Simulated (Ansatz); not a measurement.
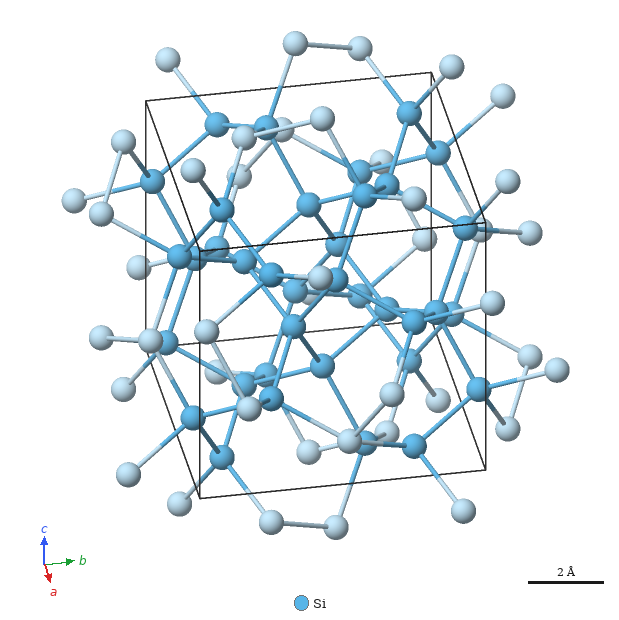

An orthographic ball-and-stick view of the structure, from a general direction. The conventional unit cell is drawn as a box. Atoms of adjacent cells appear where they bond to atoms in the box, in fainter colours.

Si, space group Ia-3d (No. 230), a = 7.78 Å, b = 7.78 Å, c = 7.78 Å, α = 90.00°, β = 90.00°, γ = 90.00°.

Setup: DFT PBE, scalar-relativistic, plane waves, PAW in Ansatz; 420 eV cutoff, k-points about 0.14 Å⁻¹ apart, Gaussian smearing of 0.02 eV, no spin polarisation.

Question: What is the electronic character?

Answer: A semiconductor at this level, with a gap of 0.35 eV on the k-mesh (the true edges may lie between mesh points, so the gap can be somewhat smaller).

The model was built from a structure type filled with this element by a generator (whether the element takes this form wasn't checked). The geometry was optimised with DFT PBE, scalar-relativistic, plane waves, PAW (Ansatz 0.2.0).
